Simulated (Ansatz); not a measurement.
## Geometry relaxation of Co2Si (part 1 of 3)

System: Co2Si (Pnma, 12 atoms in the cell).
Method: DFT PBEsol, scalar-relativistic, plane waves, PAW, spin-polarised (Ansatz 0.2.0).

The structure derives from an entry of the Crystallography Open Database. Figures and captions count atoms from 1; the log counts them from 0 in places.

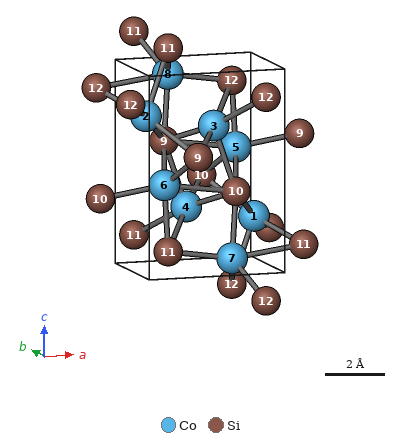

Fig. 1: The input geometry (ball-and-stick view of the cell of the calculation, seen slightly off an axis; bonded neighbours outside the cell are drawn too; atoms are numbered from 1 in the order of the input). An atom can appear more than once, as a periodic image.

Results in brief

| quantity | value |
| --- | --- |
| outcome | converged |
| space group (tolerance 0.01 Å) | Pnma (62) |
| electrons treated | 152 |
| free energy | −43236.3664 eV |
| Fermi energy | 18.193 eV |
| gap on the k-point mesh | none (metallic) |
| net moment of the cell | 1.81 μB |
| integrated absolute moment | 2.22 μB |
| pressure | −0.06 GPa |
| final volume | 123.07 Å³ |
| largest force (length of the vector) at the end | 0.012 eV/Å |
| final cell | a = 4.808 Å, b = 3.671 Å, c = 6.972 Å, α = 90.00°, β = 90.00°, γ = 90.00° |
| hardware | 2 threads of Intel Xeon @ 2.50GHz (Skylake/Cascade Lake), 192 GiB of memory available, shared host |
| wall time | 5.6 min (CPU time 11 min) |
| peak memory | 0.99 GiB |

Input file
```yaml
crystal:
  lattice:
    - [4.918, 0.0, 0.0]
    - [0.0, 3.738, 0.0]
    - [0.0, 0.0, 7.109]
  atoms:
    - { symbol: Co, position: [0.962, 0.75, 0.218], spin: 0.54 }
    - { symbol: Co, position: [0.038, 0.25, 0.782], spin: 0.54 }
    - { symbol: Co, position: [0.538, 0.25, 0.718], spin: 0.54 }
    - { symbol: Co, position: [0.462, 0.75, 0.282], spin: 0.54 }
    - { symbol: Co, position: [0.826, 0.75, 0.562], spin: 0.33 }
    - { symbol: Co, position: [0.174, 0.25, 0.438], spin: 0.33 }
    - { symbol: Co, position: [0.674, 0.25, 0.062], spin: 0.33 }
    - { symbol: Co, position: [0.326, 0.75, 0.938], spin: 0.33 }
    - { symbol: Si, position: [0.298, 0.75, 0.611] }
    - { symbol: Si, position: [0.702, 0.25, 0.389] }
    - { symbol: Si, position: [0.202, 0.25, 0.111] }
    - { symbol: Si, position: [0.798, 0.75, 0.889] }
basis:
  ecutwfc: 420
kpoints:
  mp_grid: { grid: [4, 6, 4] }
hamiltonian:
  xc: pbesol
scf:
  occupations: { method: gaussian, width: 0.1 }
output:
  forces: true
  stress: true
  eigenvalues: true
  populations: true
magnetization:
  spin_polarized: true
relax:
  adjacent_minimum: "off"
  f_tol: 0.05
  max_steps: 80
  cell: { stress_tol: 0.5 }
```

Command:
```bash
ansatz run input.yaml --threads 2 --pin off --max-ram 5120MiB --backend cpu --events-out ev --progress --plain --runs-dir out
```

What the program printed
```
Engine: ansatz 0.2.0, x86_64-unknown-linux-gnu
Pseudopotentials: kind: paw
Pseudopotential: Co, paw, valence charge 17, recommended cutoff 420 eV (normal), Co.paw.azcp
Pseudopotential: Si, paw, valence charge 4, recommended cutoff 420 eV (normal), Si.paw.azcp
Functional definition: PBEsol
  exchange = pbesol_x
  correlation = pbesol_c
Crystal: 12 atoms, lattice volume = 130.688 Å³
Basis set: ecut = 420 eV, 2559 PW (Γ), exchange–correlation on 72×50×96 points (8 copies of the dense FFT grid, shifted against one another)
Bands: 94, of which v1, the nominal top of the filled ones, is band 76 counted from 1 (75 counted from 0)
Symmetry: 8 space group operations
Space group: Pnma (ITA 62), of the structure as read, at distance tolerance 5.1e-5 Å
Magnetic group: BNS 62.441 (UNI 539), of the structure as read, at distance tolerance 5.1e-5 Å
k-points: 36 of 96
Non-local potential: Co, projectors of the file, l = 0: 3, l = 1: 2, l = 2: 3, l = 3: 1
Non-local potential: Si, projectors of the file, l = 0: 2, l = 1: 2, l = 2: 2
PAW form: soft (Blöchl's): semilocal exchange-correlation on the pseudo side does not see the compensation charge
PAW frozen core: Co, regenerated for the run's functional, and the local potential with it (the file was generated under x = pbe(κ = 0.804, μ = 0.2195149727645171), c = pbe(β = 0.06672455060314922))
PAW frozen core: Si, regenerated for the run's functional, and the local potential with it (the file was generated under x = pbe(κ = 0.804, μ = 0.2195149727645171), c = pbe(β = 0.06672455060314922))
PAW one-centre angular grid: Co, 590 points (default); XC on 64 Gauss nodes
PAW one-centre angular grid: Si, 110 points (default); XC on 64 Gauss nodes
Initial density: superposition of atomic densities (chi_scale 0.1, normalization cell)
Starting moments: Σ|m| = 3.48 μB on 8 of 12 sites
Initial wavefunctions: pseudopotential atomic-orbital guess
Functional: x = pbesol(κ = 0.804, μ = 0.12345679012345678), c = pbesol(β = 0.046)
SCF iter   1: F=—  HF=-43228.582115 eV  |F-HF|=—  |Δ(HF+E_count)|=         —  Δρ=6.38e-2 (↑5.49e-2 ↓6.38e-2)  dr2=9.91e0  dr2_m=5.08e-2  M=3.039 μB ∫|m|=3.474 μB  β_m=0.30  ethr=3.10e-3  ⟨swp⟩=5.5  Hψ=23713  notcnv=0  defer=38
Mixer restart at iter 1: flushing history
preconditioner: auto → Kerker (q_TF=auto, 2.798 Å⁻¹)  [metal: Δε(μ)=0.004 eV  Ē_g=6.292 eV  σ=0.100 eV  W_gap=0.02  n_scr=52 (ndim 8)  ℏωp=30.5 eV  f_vac=0.000  D(μ)=15.95/eV (n_scr^D=236)]
spin=Collinear: Kerker preconditioning applied to the charge; magnetization (m = ρ↑ − ρ↓) channel mixes plain (no charge-response kernel on spin).
SCF iter   2: F=—  HF=-43225.524206 eV  |F-HF|=—  |Δ(HF+E_count)|=    3.06e0  Δρ=1.90e-2 (↑1.40e-2 ↓1.90e-2)  dr2=7.73e-1  dr2_m=5.54e-2  M=3.149 μB ∫|m|=3.618 μB  β_m=0.32  ethr=3.10e-3  ⟨swp⟩=2.0  Hψ=10646  notcnv=0  defer=680
SCF iter   3: F=—  HF=-43229.423285 eV  |F-HF|=—  |Δ(HF+E_count)|=    3.90e0  Δρ=1.55e-2 (↑1.55e-2 ↓1.38e-2)  dr2=9.05e-1  dr2_m=3.36e-2  M=3.150 μB ∫|m|=3.660 μB  β_m=0.66  ethr=5.08e-4  ⟨swp⟩=2.0  Hψ=7276  notcnv=0  defer=680
SCF iter   4: F=—  HF=-43235.701458 eV  |F-HF|=—  |Δ(HF+E_count)|=    6.28e0  Δρ=1.75e-2 (↑1.75e-2 ↓1.59e-2)  dr2=1.48e0  dr2_m=2.34e-3  M=3.077 μB ∫|m|=3.701 μB  β_m=0.83  ethr=5.08e-4  ⟨swp⟩=2.0  Hψ=10552  notcnv=0  defer=680
SCF iter   5: F=—  HF=-43235.997187 eV  |F-HF|=—  |Δ(HF+E_count)|=   2.96e-1  Δρ=1.12e-2 (↑1.12e-2 ↓1.00e-2)  dr2=3.12e-1  dr2_m=6.22e-4  M=2.945 μB ∫|m|=3.616 μB  β_m=0.80  ethr=5.08e-4  ⟨swp⟩=2.7  Hψ=11792  notcnv=0  defer=677
SCF iter   6: F=—  HF=-43236.019449 eV  |F-HF|=—  |Δ(HF+E_count)|=   2.23e-2  Δρ=8.40e-3 (↑8.40e-3 ↓7.18e-3)  dr2=1.74e-1  dr2_m=5.16e-4  M=2.939 μB ∫|m|=3.609 μB  β_m=0.76  ethr=2.05e-4  ⟨swp⟩=2.0  Hψ=10010  notcnv=0  defer=677
SCF iter   7: F=—  HF=-43236.018225 eV  |F-HF|=—  |Δ(HF+E_count)|=         —  Δρ=3.04e-3 (↑3.04e-3 ↓7.08e-4)  dr2=9.75e-3  dr2_m=2.08e-3  M=2.890 μB ∫|m|=3.551 μB  β_m=0.76  ethr=1.14e-4  ⟨swp⟩=2.0  Hψ=9432  notcnv=0  defer=677
Mixer restart at iter 7: flushing history
SCF iter   8: F=—  HF=-43236.024997 eV  |F-HF|=—  |Δ(HF+E_count)|=   6.77e-3  Δρ=1.89e-3 (↑1.45e-3 ↓1.89e-3)  dr2=6.11e-3  dr2_m=7.93e-5  M=2.899 μB ∫|m|=3.551 μB  β_m=0.63  ethr=6.42e-6  ⟨swp⟩=2.0  Hψ=12941  notcnv=0  defer=677
SCF iter   9: F=—  HF=-43236.022076 eV  |F-HF|=—  |Δ(HF+E_count)|=   2.92e-3  Δρ=9.14e-4 (↑9.14e-4 ↓2.41e-4)  dr2=9.25e-4  dr2_m=2.81e-4  M=2.883 μB ∫|m|=3.534 μB  β_m=0.71  ethr=4.02e-6  ⟨swp⟩=2.0  Hψ=11648  notcnv=0  defer=677
SCF iter  10: F=—  HF=-43236.022304 eV  |F-HF|=—  |Δ(HF+E_count)|=   2.28e-4  Δρ=3.87e-4 (↑3.87e-4 ↓3.35e-4)  dr2=2.64e-4  dr2_m=6.34e-5  M=2.876 μB ∫|m|=3.521 μB  β_m=0.61  ethr=6.09e-7  ⟨swp⟩=2.0  Hψ=9410  notcnv=0  defer=677
SCF iter  11: F=—  HF=-43236.022281 eV  |F-HF|=—  |Δ(HF+E_count)|=   2.26e-5  Δρ=2.61e-4 (↑8.41e-5 ↓2.61e-4)  dr2=6.82e-5  dr2_m=1.62e-5  M=2.871 μB ∫|m|=3.514 μB  β_m=0.72  ethr=1.74e-7  ⟨swp⟩=2.0  Hψ=9527  notcnv=0  defer=677
SCF iter  12: F=—  HF=-43236.022296 eV  |F-HF|=—  |Δ(HF+E_count)|=   1.45e-5  Δρ=1.67e-4 (↑7.77e-5 ↓1.67e-4)  dr2=5.61e-5  dr2_m=2.60e-6  M=2.865 μB ∫|m|=3.506 μB  β_m=0.85  ethr=4.49e-8  ⟨swp⟩=1.7  Hψ=7958  notcnv=0  defer=677
SCF iter  13: F=—  HF=-43236.022291 eV  |F-HF|=—  |Δ(HF+E_count)|=   4.27e-6  Δρ=5.11e-5 (↑5.11e-5 ↓1.38e-5)  dr2=1.09e-6  dr2_m=8.97e-7  M=2.862 μB ∫|m|=3.503 μB  β_m=0.93  ethr=3.69e-8  ⟨swp⟩=2.0  Hψ=9202  notcnv=0  defer=677
SCF iter  14: F=—  HF=-43236.022291 eV  |F-HF|=—  |Δ(HF+E_count)|=   1.22e-7  Δρ=1.92e-5 (↑1.45e-5 ↓1.92e-5)  dr2=6.67e-7  dr2_m=1.64e-7  M=2.862 μB ∫|m|=3.502 μB  β_m=0.96  ethr=7.17e-10  ⟨swp⟩=2.0  Hψ=9735  notcnv=0  defer=677
SCF iter  15: F=—  HF=-43236.022291 eV  |F-HF|=—  |Δ(HF+E_count)|=   5.45e-8  Δρ=5.96e-6 (↑3.61e-6 ↓5.96e-6)  dr2=9.85e-8  dr2_m=5.39e-9  M=2.861 μB ∫|m|=3.501 μB  β_m=0.95  ethr=4.39e-10  ⟨swp⟩=2.1  Hψ=8818  notcnv=0  defer=677
SCF iter  16: F=—  HF=-43236.022291 eV  |F-HF|=—  |Δ(HF+E_count)|=   2.95e-9  Δρ=3.00e-6 (↑2.19e-6 ↓3.00e-6)  dr2=2.27e-8  dr2_m=1.19e-9  M=2.861 μB ∫|m|=3.501 μB  β_m=0.98  ethr=6.48e-11  ⟨swp⟩=2.0  Hψ=9530  notcnv=0  defer=677
SCF iter  17: F=-43236.022291 eV  HF=-43236.022291 eV  |F-HF|=3.78e-8  |Δ(HF+E_count)|=   1.80e-9  Δρ=3.40e-6 (↑2.53e-6 ↓3.40e-6)  dr2=3.90e-8  dr2_m=2.38e-10  M=2.861 μB ∫|m|=3.501 μB  ethr=1.50e-11  ⟨swp⟩=7.4  Hψ=22696  notcnv=0
SCF 1 converged in 17 iterations: F = -43236.022291 eV  dr2 = 3.90e-8
  greatest PAW one-centre occupation: 1.001 electrons in one spin orbital (limit 2), on the Co atom at site 3 (counted from 0), in its partial waves of l = 1
relax step   1: F+E_penalty+E_count = -43236.02229118 eV  Δ(F+E_penalty+E_count) = +0.000e0 eV  max|allowed force component| = 2.213e-1 eV/Å  Δτ_max = 0.0000 Å  P = -13.043 GPa  Ω = 130.688 Å³  (17 SCF iters, dr2 threshold 1.00e-7 eV, accepted)
Crystal: 12 atoms, lattice volume = 126.327 Å³
Basis set: ecut = 420 eV, 2459 PW (Γ), exchange–correlation on 72×50×96 points (8 copies of the dense FFT grid, shifted against one another)
Initial density: handed on by an earlier stage of this run
Starting moments: Σ|m| = 3.48 μB on 8 of 12 sites; this step starts from the density that it was given
Initial wavefunctions: those handed on with the density
iter 1 solved again at ethr=8.49e-5 eV; its pass at ethr=3.10e-3 eV (dr2=1.29e-1 eV) is discarded
SCF iter   1: F=—  HF=-43236.318338 eV  |F-HF|=—  |Δ(HF+E_count)|=         —  Δρ=1.17e-2 (↑1.17e-2 ↓2.49e-3)  dr2=1.37e-1  dr2_m=3.73e-2  M=2.533 μB ∫|m|=3.135 μB  β_m=0.30  ethr=8.49e-5  ⟨swp⟩=1.9  Hψ=26380  notcnv=0
preconditioner: auto → Kerker (q_TF=auto, 2.814 Å⁻¹)  [metal: Δε(μ)=0.014 eV  Ē_g=6.606 eV  σ=0.100 eV  W_gap=0.08  n_scr=52 (ndim 8)  ℏωp=31.0 eV  f_vac=0.000  D(μ)=10.78/eV (n_scr^D=126)]
spin=Collinear: Kerker preconditioning applied to the charge; magnetization (m = ρ↑ − ρ↓) channel mixes plain (no charge-response kernel on spin).
SCF iter   2: F=—  HF=-43236.266951 eV  |F-HF|=—  |Δ(HF+E_count)|=   5.14e-2  Δρ=5.64e-3 (↑5.64e-3 ↓2.82e-3)  dr2=1.79e-2  dr2_m=1.84e-2  M=2.539 μB ∫|m|=3.131 μB  β_m=0.42  ethr=8.49e-5  ⟨swp⟩=2.0  Hψ=10118  notcnv=0
SCF iter   3: F=—  HF=-43236.267763 eV  |F-HF|=—  |Δ(HF+E_count)|=   8.12e-4  Δρ=3.13e-3 (↑2.33e-3 ↓3.13e-3)  dr2=7.96e-4  dr2_m=8.04e-3  M=2.494 μB ∫|m|=3.070 μB  β_m=0.71  ethr=1.18e-5  ⟨swp⟩=1.5  Hψ=7804  notcnv=0
SCF iter   4: F=—  HF=-43236.291078 eV  |F-HF|=—  |Δ(HF+E_count)|=   2.33e-2  Δρ=2.35e-3 (↑8.51e-4 ↓2.35e-3)  dr2=9.81e-3  dr2_m=8.30e-4  M=2.419 μB ∫|m|=2.969 μB  β_m=0.85  ethr=5.23e-7  ⟨swp⟩=2.0  Hψ=12340  notcnv=0
SCF iter   5: F=—  HF=-43236.295445 eV  |F-HF|=—  |Δ(HF+E_count)|=   4.37e-3  Δρ=1.16e-3 (↑1.16e-3 ↓4.90e-4)  dr2=4.37e-4  dr2_m=6.53e-4  M=2.350 μB ∫|m|=2.883 μB  β_m=0.93  ethr=5.23e-7  ⟨swp⟩=3.1  Hψ=14659  notcnv=0
SCF iter   6: F=—  HF=-43236.294908 eV  |F-HF|=—  |Δ(HF+E_count)|=   5.37e-4  Δρ=5.20e-4 (↑5.20e-4 ↓5.02e-4)  dr2=8.04e-4  dr2_m=6.96e-7  M=2.303 μB ∫|m|=2.819 μB  β_m=0.82  ethr=2.87e-7  ⟨swp⟩=2.0  Hψ=10841  notcnv=0
SCF iter   7: F=—  HF=-43236.295167 eV  |F-HF|=—  |Δ(HF+E_count)|=   2.59e-4  Δρ=2.26e-4 (↑2.14e-4 ↓2.26e-4)  dr2=1.58e-4  dr2_m=1.65e-6  M=2.308 μB ∫|m|=2.824 μB  β_m=0.65  ethr=2.87e-7  ⟨swp⟩=2.1  Hψ=10146  notcnv=0
SCF iter   8: F=—  HF=-43236.295316 eV  |F-HF|=—  |Δ(HF+E_count)|=   1.49e-4  Δρ=8.06e-5 (↑8.06e-5 ↓5.42e-5)  dr2=1.75e-5  dr2_m=2.55e-7  M=2.314 μB ∫|m|=2.832 μB  β_m=0.83  ethr=1.04e-7  ⟨swp⟩=2.0  Hψ=9679  notcnv=0
SCF iter   9: F=—  HF=-43236.295368 eV  |F-HF|=—  |Δ(HF+E_count)|=   5.22e-5  Δρ=6.23e-5 (↑6.23e-5 ↓2.37e-5)  dr2=7.10e-6  dr2_m=4.75e-7  M=2.314 μB ∫|m|=2.832 μB  β_m=0.91  ethr=1.15e-8  ⟨swp⟩=2.0  Hψ=10059  notcnv=0
SCF iter  10: F=—  HF=-43236.295381 eV  |F-HF|=—  |Δ(HF+E_count)|=   1.31e-5  Δρ=1.57e-5 (↑1.57e-5 ↓1.55e-5)  dr2=9.57e-7  dr2_m=5.37e-10  M=2.313 μB ∫|m|=2.831 μB  β_m=0.96  ethr=4.67e-9  ⟨swp⟩=2.0  Hψ=10113  notcnv=0
SCF iter  11: F=-43236.295381 eV  HF=-43236.295382 eV  |F-HF|=1.66e-7  |Δ(HF+E_count)|=   7.56e-7  Δρ=8.24e-6 (↑5.53e-6 ↓8.24e-6)  dr2=1.87e-7  dr2_m=2.55e-9  M=2.314 μB ∫|m|=2.832 μB  ethr=6.30e-10  ⟨swp⟩=2.5  Hψ=24223  notcnv=0
SCF 2 converged in 11 iterations: F = -43236.295381 eV  dr2 = 1.87e-7
[... from here on the iterations of each SCF are left out, up to the last one ...]
relax step   2: F+E_penalty+E_count = -43236.29538148 eV  Δ(F+E_penalty+E_count) = -2.731e-1 eV  max|allowed force component| = 1.814e-1 eV/Å  Δτ_max = 0.0111 Å  P = -6.054 GPa  Ω = 126.327 Å³  energy of the carried Pulay correction = +3.645e-3 eV  (11 SCF iters, dr2 threshold 1.20e-6 eV, accepted)
Crystal: 12 atoms, lattice volume = 122.655 Å³
Basis set: ecut = 420 eV, 2395 PW (Γ), exchange–correlation on 72×50×96 points (8 copies of the dense FFT grid, shifted against one another)
preconditioner: auto → Kerker (q_TF=auto, 2.828 Å⁻¹)  [metal: Δε(μ)=0.005 eV  Ē_g=6.816 eV  σ=0.100 eV  W_gap=0.03  n_scr=52 (ndim 8)  ℏωp=31.5 eV  f_vac=0.000  D(μ)=11.09/eV (n_scr^D=134)]
spin=Collinear: Kerker preconditioning applied to the charge; magnetization (m = ρ↑ − ρ↓) channel mixes plain (no charge-response kernel on spin).
SCF 3 converged in 13 iterations: F = -43236.368284 eV  dr2 = 1.02e-7
relax step   3: F+E_penalty+E_count = -43236.36828384 eV  Δ(F+E_penalty+E_count) = -7.290e-2 eV  max|allowed force component| = 5.720e-2 eV/Å  Δτ_max = 0.0191 Å  P = +0.956 GPa  Ω = 122.655 Å³  energy of the carried Pulay correction = +6.811e-3 eV  (13 SCF iters, dr2 threshold 1.20e-6 eV, accepted)
Crystal: 12 atoms, lattice volume = 122.932 Å³
Basis set: ecut = 420 eV, 2399 PW (Γ), exchange–correlation on 72×50×96 points (8 copies of the dense FFT grid, shifted against one another)
preconditioner: auto → Kerker (q_TF=auto, 2.098 Å⁻¹)  [metal: Δε(μ)=0.003 eV  Ē_g=6.807 eV  σ=0.100 eV  W_gap=0.02  n_scr=16 (ndim 8)  ℏωp=31.4 eV  f_vac=0.000  D(μ)=11.20/eV (n_scr^D=134)]
spin=Collinear: Kerker preconditioning applied to the charge; magnetization (m = ρ↑ − ρ↓) channel mixes plain (no charge-response kernel on spin).
SCF 4 converged in 8 iterations: F = -43236.369963 eV  dr2 = 2.15e-7
```
